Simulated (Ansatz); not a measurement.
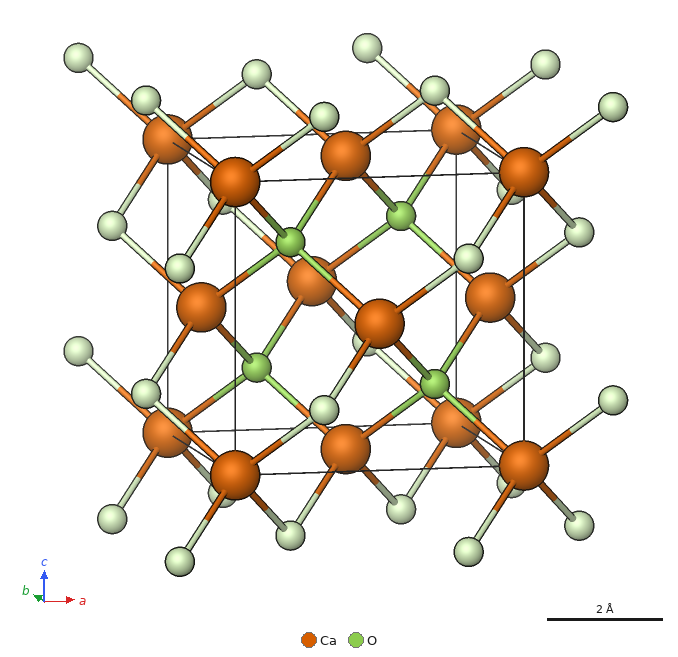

Drawn in the ball-and-stick manner and seen slightly off an axis. Atoms at the boundary of the drawn cell (a repeat of the simulation cell) (the box) are drawn once for each face, edge or corner they touch. Atoms just outside the outline that bond to atoms inside are added, in fainter colours.

CaO, a = 5.174 Å, b = 5.213 Å, c = 5.174 Å, α = 90.00°, β = 90.00°, γ = 90.00°. Strictly the space group is I-4m2 (No. 119, within 0.01 Å). It is a distorted form of a face-centred cubic structure, space group F-43m (No. 216) within 0.25 Å: zinc blende (sphalerite type). The structure was taken from a structure type filled with these elements by a generator (whether the compound takes this form wasn't checked). The cell was then strained or its atoms displaced on purpose. It went into a calculation with Ansatz.

This one geometry was computed with Ansatz (DFT, plane waves, PAW) at three levels of theory: PBE, r2SCAN and HSE06. It was relaxed with r2SCAN and then strained.

### How does the band gap change with the level of theory?

PBE: a gap of 3.38 eV, indirect; r2SCAN: a gap of 3.81 eV, indirect; HSE06: a gap of 4.78 eV, indirect.

### Collect the results in a table.

| level | cutoff (eV) | k-mesh of the run's cell | gap (eV) | pressure (GPa) |
| --- | --- | --- | --- | --- |
| PBE | 420 | 8×8×8 | 3.38 | 2.6 |
| r2SCAN | 500 | 8×8×8 | 3.81 | 1.2 |
| HSE06 | 420 | 6×6×6 | 4.78 | 1.3 |

Gaps are taken on the k-mesh or band path of each run.
